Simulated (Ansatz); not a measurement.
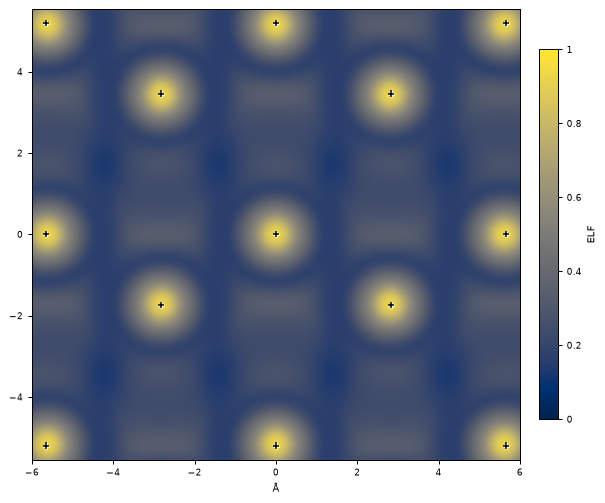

The electron localisation function on a plane through atoms (crosses mark nuclei in the plane).

Theory: Kohn-Sham DFT of a periodic cell, PBEsol, Ansatz PAW in Ansatz.

Candidates:
A. MnO, a = 3.37 Å, b = 3.37 Å, c = 5.39 Å, α = 90.00°, β = 90.00°, γ = 120.00°. Space group P6₃mc; computed pressure about −6 GPa in this cell; spin-polarised.
B. NiO2, a = 2.91 Å, b = 2.91 Å, c = 10.56 Å, α = 90.00°, β = 90.00°, γ = 120.00°. Space group P6₃/mmc; a structure from a database of computed crystals, not necessarily the ambient phase; not relaxed (largest force 1.0 eV/Å); computed pressure about −15 GPa in this cell; the program warned that a starting moment wasn't kept; spin-polarised, but the moments vanished.
C. Cd, a = 3.00 Å, b = 3.00 Å, c = 5.65 Å, α = 90.00°, β = 90.00°, γ = 120.00°. Space group P6₃/mmc; computed pressure about −3 GPa in this cell.

**Which system is this?**

Candidate C: Cd on the (110) plane of the conventional cell, which holds Cd. Cd–Cd (3.32 Å): the ELF is about 0.15 at the midpoint; no shared electron pair shows on this line.
